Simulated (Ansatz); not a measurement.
**Run report: TaN, single-point calculation**

The run: single-point calculation of TaN (R-3m, 2 atoms in the cell). Method and program: DFT PBE, scalar-relativistic, plane waves, PAW, PAW set soft_1, no spin polarisation (Ansatz 0.2.0).

The structure derives from an entry of the Crystallography Open Database.

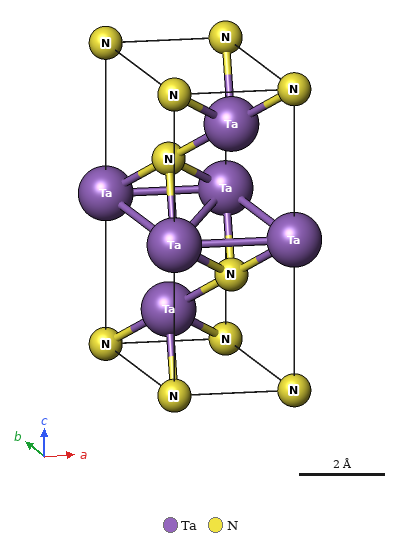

Figure 1. The input geometry (ball-and-stick view of the cell 3 times as large as that of the calculation, set on its symmetry axes, seen at an oblique angle).

Key numbers:

| quantity | value |
| --- | --- |
| outcome | converged |
| space group (tolerance 0.01 Å) | R-3m (166) |
| electrons treated | 18 |
| free energy | −10318.5886 eV |
| Fermi energy | 22.759 eV |
| gap on the k-point mesh | none (metallic) |
| pressure | 34.48 GPa |
| largest force (length of the vector) | under 0.001 eV/Å |
| hardware | 1 thread of Arm Neoverse N1, 98 GiB of memory available, shared host |
| wall time | 34 s |
| peak memory | 0.5 GiB |

Remarks:

Spin–orbit coupling is left out, which matters for Ta. The cell is under a pressure of 34 GPa at this level, so it is not at its equilibrium volume.

The input:
```yaml
crystal:
  lattice:
    - [0.2689523142, 2.29013704, 2.29013704]
    - [2.29013704, 0.2689523142, 2.29013704]
    - [2.29013704, 2.29013704, 0.2689523142]
  atoms:
    - { symbol: Ta, position: [0.5, 0.5, 0.5] }
    - { symbol: "N", position: [0.0, 0.0, 0.0] }
basis:
  ecutwfc: 520.0
kpoints:
  mp_grid: { grid: [20, 20, 20] }
hamiltonian:
  xc: pbe
  pseudopotentials: { kind: paw, azcp: { folder: soft_1 } }
scf:
  occupations: { method: gaussian, width: 0.15 }
output:
  forces: true
  stress: true
  eigenvalues: true
  write_density: true
  write_potential: true
  elf: true
  volumetric_format: npy
```

Launched with:
```bash
ansatz run input.yaml --threads 1 --pin off --max-ram 2048MiB --backend cpu --events-out ev --progress --plain --runs-dir out
```

Output:
```
Engine: ansatz 0.2.0, aarch64-unknown-linux-gnu
Pseudopotentials: kind: paw
Pseudopotential: Ta, paw, valence charge 13, recommended cutoff 420 eV (normal), [file]
Pseudopotential: N, paw, valence charge 5, recommended cutoff 420 eV (normal), [file]
Functional definition: PBE
  parameter kappa = 0.804
  parameter beta = 0.06672455060314922
  exchange = pbe_x(kappa = kappa, mu = beta*pi^2/3)
  correlation = pbe_c(beta = beta)
Crystal: 2 atoms, lattice volume = 19.810 Å³
Basis set: ecut = 520 eV, 527 PW (Γ), exchange–correlation on 50×50×50 points (8 copies of the dense FFT grid, shifted against one another)
Bands: 13, of which v1, the nominal top of the filled ones, is band 9 counted from 1 (8 counted from 0)
Symmetry: 12 space group operations
Space group: R-3m (ITA 166), of the structure as read, at distance tolerance 2.7e-5 Å
k-points: 781 of 8000
Non-local potential: Ta, projectors of the file, l = 0: 3, l = 1: 2, l = 2: 2, l = 3: 1
Non-local potential: N, projectors of the file, l = 0: 2, l = 1: 2, l = 2: 1
PAW form: soft (Blöchl's): semilocal exchange-correlation on the pseudo side does not see the compensation charge
PAW one-centre angular grid: Ta, 590 points (default); XC on 64 Gauss nodes
PAW one-centre angular grid: N, 110 points (default); XC on 64 Gauss nodes
Initial density: superposition of atomic densities (chi_scale 0.1, normalization cell, long waves kept (reshape's long-wave potential 0.00 eV rms))
Initial wavefunctions: pseudopotential atomic-orbital guess
Functional: x = pbe(κ = 0.804, μ = 0.2195149727645171), c = pbe(β = 0.06672455060314922)
SCF iter   1: F=—  HF=-10318.764846 eV  |F-HF|=—  |Δ(HF+E_count)|=         —  Δρ=6.34e-2  dr2=8.00e-1  ethr=3.10e-3  ⟨swp⟩=5.0  Hψ=50109  notcnv=0
preconditioner: auto → none  [metal: Δε(μ)=0.003 eV  Ē_g=11.959 eV  σ=0.150 eV  W_gap=0.01  n_scr=8 (ndim 8)  ℏωp=26.4 eV  f_vac=0.000  D(μ)=0.78/eV (n_scr^D=8)  sad-step TF]
SCF iter   2: F=—  HF=-10318.663384 eV  |F-HF|=—  |Δ(HF+E_count)|=   1.01e-1  Δρ=4.01e-2  dr2=3.33e-1  ethr=3.10e-3  ⟨swp⟩=1.6  Hψ=16956  notcnv=0  defer=15
SCF iter   3: F=—  HF=-10318.588594 eV  |F-HF|=—  |Δ(HF+E_count)|=   7.48e-2  Δρ=2.82e-3  dr2=6.74e-4  ethr=1.85e-3  ⟨swp⟩=2.0  Hψ=16512  notcnv=0  defer=16
SCF iter   4: F=—  HF=-10318.588615 eV  |F-HF|=—  |Δ(HF+E_count)|=   2.04e-5  Δρ=5.02e-4  dr2=4.44e-5  ethr=3.74e-6  ⟨swp⟩=2.5  Hψ=21276  notcnv=0  defer=16
SCF iter   5: F=—  HF=-10318.588608 eV  |F-HF|=—  |Δ(HF+E_count)|=   6.60e-6  Δρ=6.62e-5  dr2=1.82e-7  ethr=2.47e-7  ⟨swp⟩=2.0  Hψ=16363  notcnv=0  defer=16
SCF iter   6: F=-10318.588609 eV  HF=-10318.588609 eV  |F-HF|=1.80e-9  |Δ(HF+E_count)|=   3.17e-7  Δρ=6.68e-6  dr2=4.85e-9  ethr=5.56e-10  ⟨swp⟩=9.1  Hψ=69524  notcnv=0
SCF 1 converged in 6 iterations: F = -10318.588609 eV  dr2 = 4.85e-9
  greatest PAW one-centre occupation: 0.999 electrons in one spin orbital (limit 2), on the Ta atom at site 0 (counted from 0), in its partial waves of l = 0
```

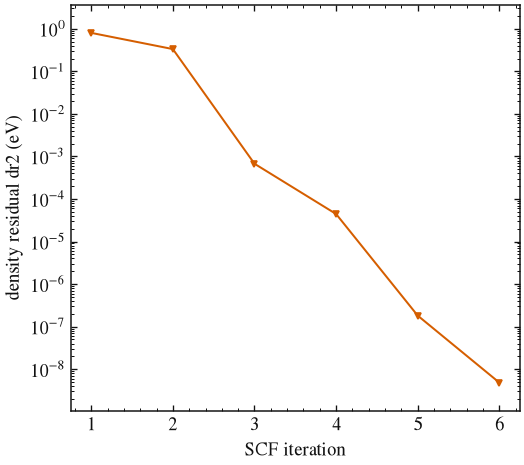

Figure 2. Convergence of the self-consistent field: density residual dr2 against the SCF iteration. The residual falls at every step.

```
SCF converged after 6 iterations
Free energy (F): -10318.588609 eV
Harris-Foulkes:  -10318.588609 eV  (|F-HF|=1.80e-9)
Internal energy: -10318.579369 eV  (E = F + TS)
E sigma→0 (E₀):  -10318.583989 eV
Entropy (-TS):   -0.009239 eV (-4.620 meV/atom)
Fermi energy:    22.759133 eV
--- Per-component energies (eV) ---
  E_band       = -18.319531
  E_kinetic    = 531.192647
  E_local      = -519.919444  (includes V_loc(G=0)·N_el)
  E_nonlocal   = 24.590222
  E_hartree    = 191.470131
  E_xc         = -383.809906
  E_vxc        = -313.232941  (∫ρ·V_xc dr)
  E_paw        = -8433.396638  (= ΣΔE_a)
  E_vpaw       = -123.890319  (= ΣTr[D̂ρ^β])
  E_aug_tail   = -0.000001  (compensation charges beyond the density's cutoff)
  E_ewald      = -1728.706380
  E_smearing   = -0.009239  (= −TS)
  E_closure    = -0.000000  (closes the sum)
  Σ components = -10318.588609   (vs F -10318.588609, Δ=0.00e0)
--- Forces (eV/Å), atoms counted from 1 ---
  atom   1  Ta     0.00000000    -0.00000000    -0.00000000
  atom   2  N     -0.00000000    -0.00000000    -0.00000000
  max |Σ_I F_I| component: 1.68e-29 eV/Å
--- Stress (GPa, compression-positive) ---
       34.483889      -6.912727      -6.912727
       -6.912727      34.483889      -6.912727
       -6.912727      -6.912727      34.483889
  P = ⅓ Tr σ = 34.4839 GPa (344.839 kbar)
--- Band table (eV; the first three rows and the last of 781) ---
  k-point 0: bands = ["-46.1553", "-12.6322", "-12.1350", "-12.1350", "3.9204", "18.6353", "18.7997", "19.9176", "19.9176", "21.5822", "21.5822", "24.0018", "24.0018"]
  k-point 1: bands = ["-46.1523", "-12.6319", "-12.1732", "-12.1414", "3.9934", "18.3016", "18.9758", "19.6315", "19.7073", "21.6569", "21.6780", "24.2580", "24.2737"]
  k-point 2: bands = ["-46.1438", "-12.6319", "-12.2817", "-12.1600", "4.2063", "17.7077", "18.6999", "19.2036", "19.4713", "21.7723", "21.9626", "24.9273", "24.9589"]
  k-point 780: bands = ["-46.1214", "-13.3765", "-12.1641", "-12.1641", "6.9383", "12.2611", "16.6271", "16.6271", "23.9886", "24.5015", "24.5015", "28.3614", "30.2255"]
```

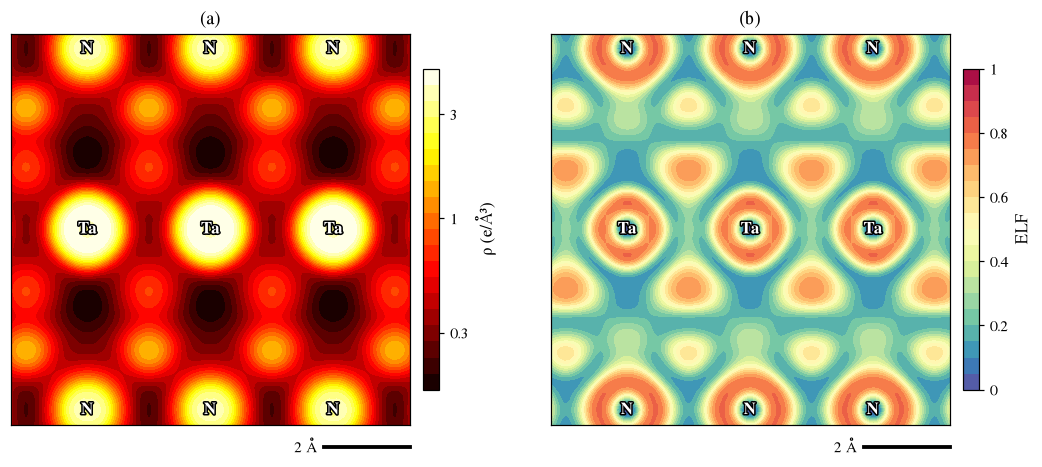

Figure 3. (a) valence charge density (pseudo); (b) ELF on the (010) plane of the conventional cell. The section cuts through Ta and N sites. Ta–Ta (2.86 Å): ρ at the midpoint is about 0.32 e/Å³; the ELF is about 0.25 at the midpoint (no shared electron pair). Away from the nuclei the density in this plane falls to 0.16 e/Å³ at its lowest. The strong features right at Ta lie inside the PAW spheres (semicore, d or f shells) and say nothing about bonding. The fields are those of the smooth PAW valence density.

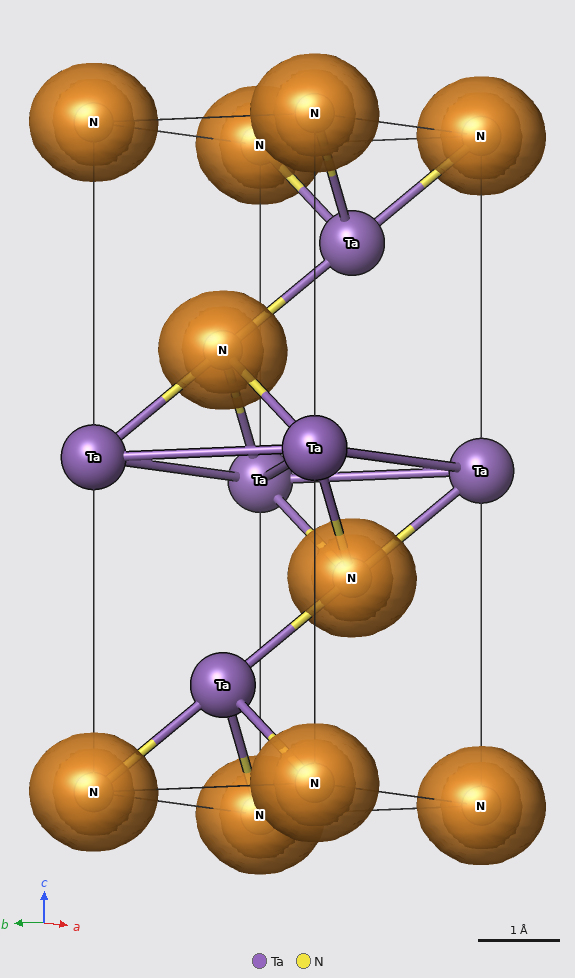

Figure 4. Isosurface of the ELF at 0.75 (orange), seen at an oblique angle. Only the valence region is drawn (cores and ρ < 0.01 e/Å³ removed). Sticks mark near contacts. The outline is the cell set on symmetry axes. Along the contacts the grid gives the following. Ta–N (2.16 Å): the ELF is about 0.15 at the midpoint (no shared pair; the contact is polar). Ta–Ta (2.86 Å): the ELF is about 0.25 at the midpoint (no localised pair between them).
